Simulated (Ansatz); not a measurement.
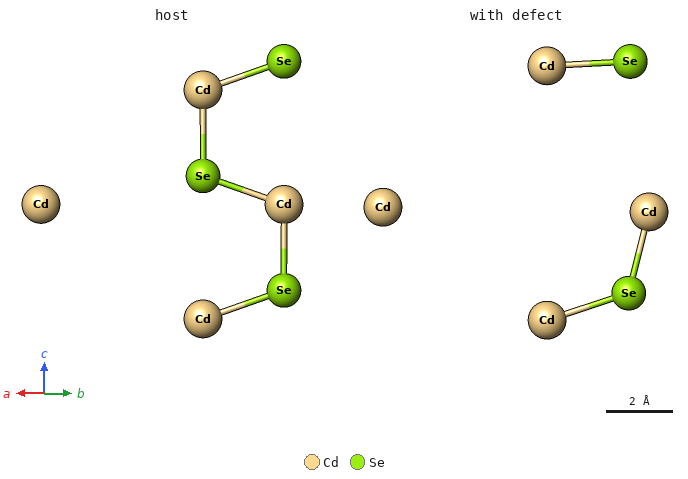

Left: perfect CdSe. Right: the same region with one point defect, after relaxing the atoms in a supercell of 96 sites. Style: ball-and-stick. Shown: the atoms within 5.4 Å of one point, in a slice 3.4 Å thick across the line of sight, along [110].

These are results of DFT, PBEsol, PAW, plane waves in Ansatz 0.2.0, not measurements. (plane-wave cutoff 420 eV; k-point mesh 1 × 1 × 1; mesh shifted by (0.25, 0.25, 0.25); collinear spin) Fermi-Dirac smearing of 0.01 eV. A uniform background neutralises the charged cell. The axes drawn are those of the host's conventional cell.

> What kind of defect was made?

A selenium atom is taken out (a vacancy).

The charge state of the cell is +1.

> How does the lattice respond?

Around the empty Se site the host had 4 Cd at 2.63 Å; after relaxation the nearest atoms are 4 Cd at 3.30 to 3.37 Å. Of the host's atoms, a cadmium atom moves furthest from its site, by 0.74 Å. The cell ends without a net magnetic moment.

Limits of the set-up: the cell is charged, on a uniform background, and energies carry no finite-size correction.
